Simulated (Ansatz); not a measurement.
**A Fermi-surface study of a Te2Mo monolayer (space group of the slab cell P2_1/m)**

```
Te Mo
1.0
     6.34645    0.00000    0.00000
     0.00000    3.49422    0.00000
     0.00000    0.00000   17.10344
Te Mo
4 2
Direct
  0.92086 0.25000 0.61996
  0.07914 0.75000 0.38004
  0.42798 0.75000 0.58578
  0.57202 0.25000 0.41422
  0.18062 0.25000 0.49422
  0.81938 0.75000 0.50578
```

Method: Ansatz, DFT PBE, scalar-relativistic, plane waves, PAW; levels and slopes on a dense k mesh at the converged density. No spin polarisation. The levels come from a k mesh of 22×40×1 points. Unrelaxed database geometry. The cell comes from a database of computed structures, not from a measurement.

## 1. The sheets

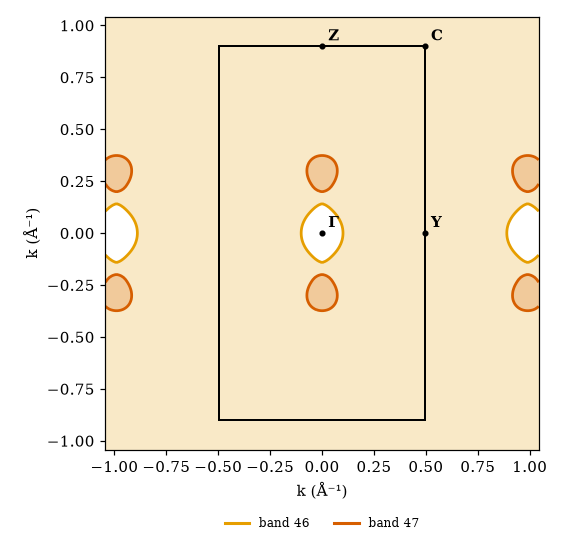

Fermi surface of this layer. Contours mark where each band crosses the level; filled states are shaded.

Question: Summarise the topology of this Fermi surface.

Answer: Two bands cross the Fermi level.

Band 46: one hole closed contour centred at Γ (2.3 % of the zone).
Band 47: two electron closed contours on the Γ–Z line, no more than about three mesh steps wide (each 1.1 % of the zone).

## 2. Shifting the Fermi level

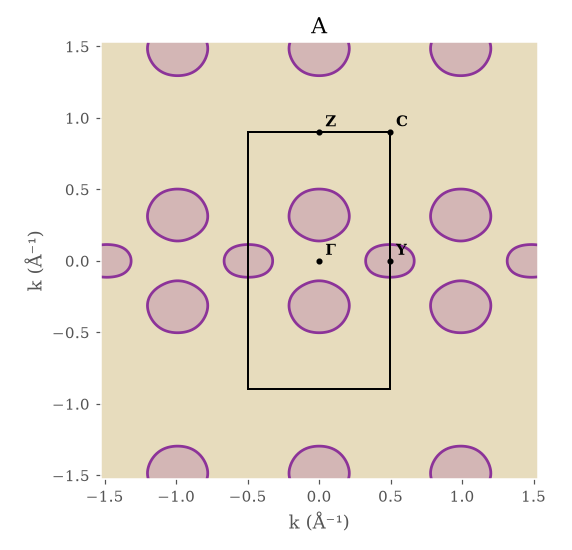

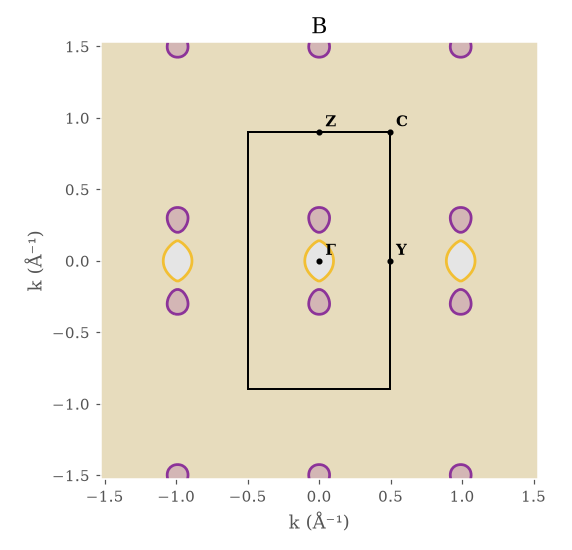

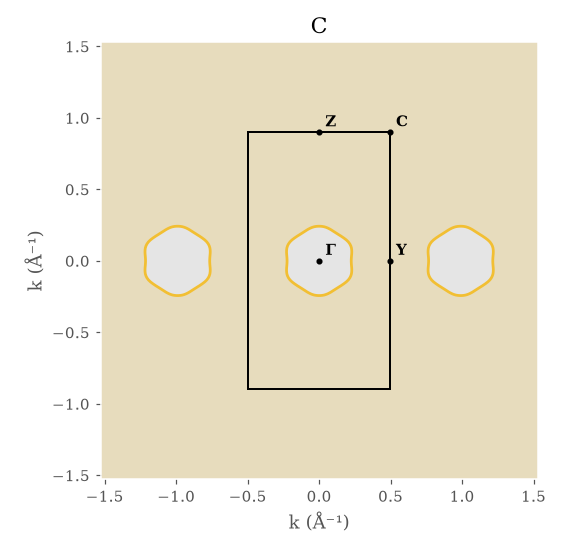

Constant-energy contours of this layer at the Fermi level, 0.25 eV below it and 0.25 eV above it, in shuffled order (rigid bands, one colour a band; states under the level are shaded).

Question: Order the panels by energy.

Answer: C lies 0.25 eV below, B is the Fermi surface and A lies 0.25 eV above: electron regions grow and hole regions shrink with energy.

Question: What does the calculation give for the electrons per cell that each shift takes, and for the density of states?

Answer: Lowering the level removes 0.20 electrons per primitive cell and raising it adds 0.34. The density of states goes from 0.66 through 1.3 to 2.0 states/eV.

## 3. Cuts and bands

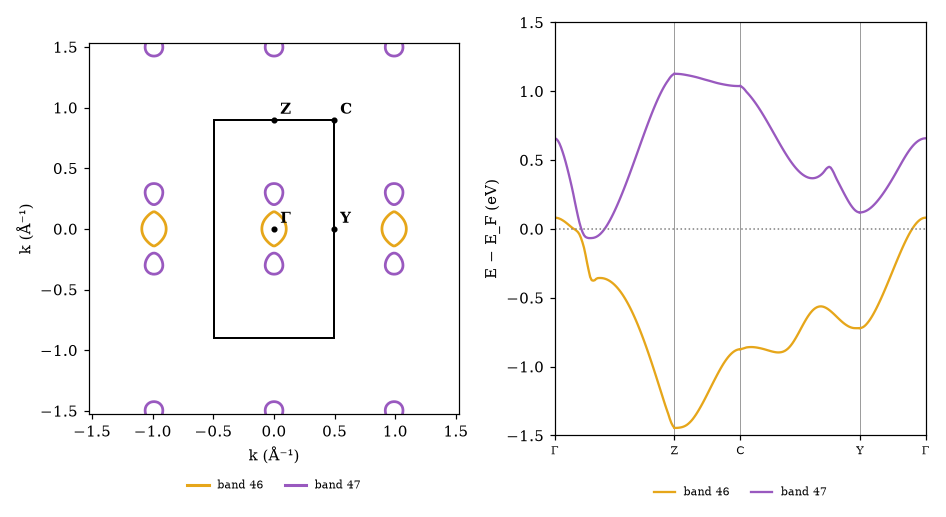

This layer: cut through the Fermi surface in the plane of the sheet, and the bands that cross the Fermi level.

Question: For each band, read its level at the labelled points (eV from the Fermi level).

Answer:
```
   band      Γ      Z      Y      C
band 46  +0.08  −1.45  −0.72  −0.87
band 47  +0.66  +1.13  +0.12  +1.04
```

Negative values are filled states.

Spin-orbit coupling is left out; with Te and Mo it can split, shift or remove sheets. Necks and pockets thinner than about two mesh steps aren't resolved, so separate pockets may in truth be joined.

Cost: 3.5 min on 2 threads of Arm Neoverse V1 (shared host), peak memory 2.2 GiB.
